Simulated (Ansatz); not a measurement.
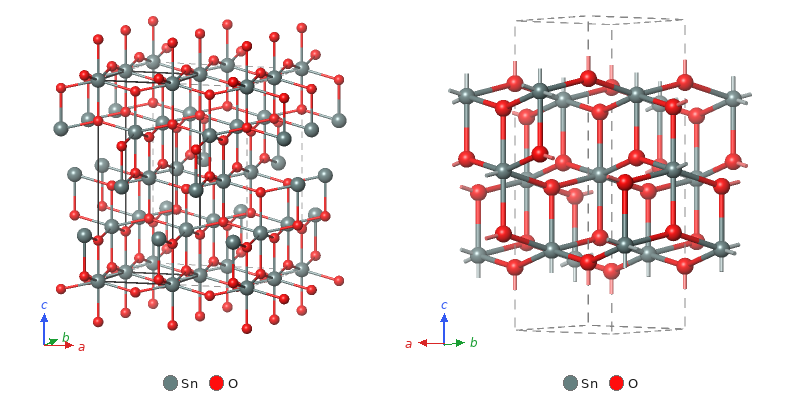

Left: the structure. Right: its underlying net. Nodes are coloured by element. Short stubs are edges that leave the cut-out.

The compound is SnO2 (space group I4_1/amd, No. 141), taken as the end point of a relaxation with DFT PBEsol, scalar-relativistic, plane waves, PAW in Ansatz.

Bonds are taken as O–Sn below 2.3 Å; no other contact counts. The graph is simplified in the usual way: terminal and isolated atoms are pruned, two-connected atoms become edges.

The result is a binodal (3,6)-connected, three-periodic net: O is a 3-connected node; Sn is a 6-connected node, in the ratio 2:1. It is the ant net, known from anatase. It is a single net, without interpenetration.

```csv
node,links,point symbol,coordination sequence
O,3,4^2.6,3 13 16 54 42 119 81 210 133 327
Sn,6,4^4.6^2.8^8.10,6 8 32 28 84 60 162 106 266 164
```
